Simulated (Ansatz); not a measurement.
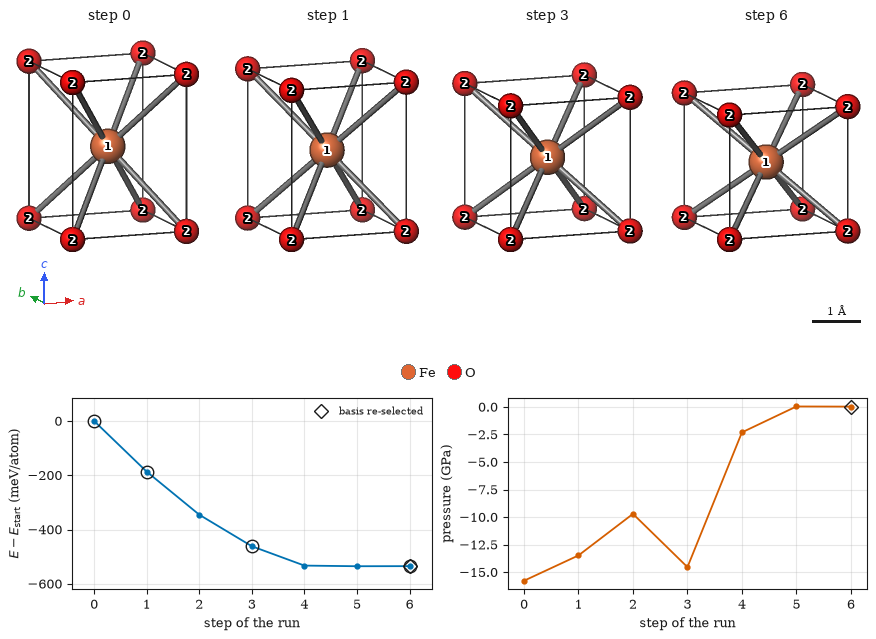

Frames of a relaxation of a crystal of FeO (built on the CuAu (L1_0)_123 type) (coarse preliminary run), marked on the history of the run. Style: ball-and-stick. Shown: the cell of the calculation, slightly off an axis.

Case: CuAu (L1_0) type (P4/mmm, No. 123).

Level of theory: DFT PBE, scalar-relativistic, plane waves, PAW (Ansatz 0.2.0). (plane-wave cutoff 420 eV; k-point mesh 6 × 6 × 6; occupations gaussian; smearing width 0.1 eV; collinear spin; cell and atoms relaxed; force threshold 0.04 eV/Å; at most 70 steps)

### Describe the path.

The energy falls by 535 meV per atom in 5 accepted moves (6 points after the start). All forces vanish by symmetry, so only the cell relaxes. The pressure goes from −15.78 to 0.03 GPa. At 1 point the geometry stayed and the basis and grid were re-selected for the new cell (energy shift of 0.3 meV per atom at most each time). The atoms keep their places relative to the cell (all moves are under 0.005 Å). The volume changes by −14.6 %, with a = b 2.551 → 2.648 Å (+3.8 %), c 3.344 → 2.651 Å (−20.7 %). Among the contacts that change: Fe1–O2 2.459 → 2.294 Å, Fe1–Fe1 2.551 → 2.648 Å. The space group (tolerance 0.01 Å) goes from P4/mmm (No. 123) to Pm-3m (No. 221). Cost: 21 s on 1 thread of Arm Neoverse V1 (shared host), peak memory 0.29 GiB. From step 0 to 1: volume −3.6 %, energy −187 meV per atom. From step 1 to 3: volume −2.8 %, energy −275 meV per atom. From step 3 to 6: volume −8.9 %, energy −73.3 meV per atom.

| step | E − E(0), meV/atom | pressure, GPa | volume, Å³/atom | note |
| --- | --- | --- | --- | --- |
| 0 | 0.00 | -15.78 | 10.879 |  |
| 1 | -186.72 | -13.48 | 10.489 |  |
| 2 | -345.37 | -9.71 | 10.049 |  |
| 3 | -461.63 | -14.54 | 10.196 |  |
| 4 | -532.93 | -2.31 | 9.409 |  |
| 5 | -535.30 | 0.04 | 9.294 |  |
| 6 | -534.98 | 0.03 | 9.294 | same geometry, new basis |

Limits of the set-up: the k-point mesh is coarse for a cell with partly filled bands.
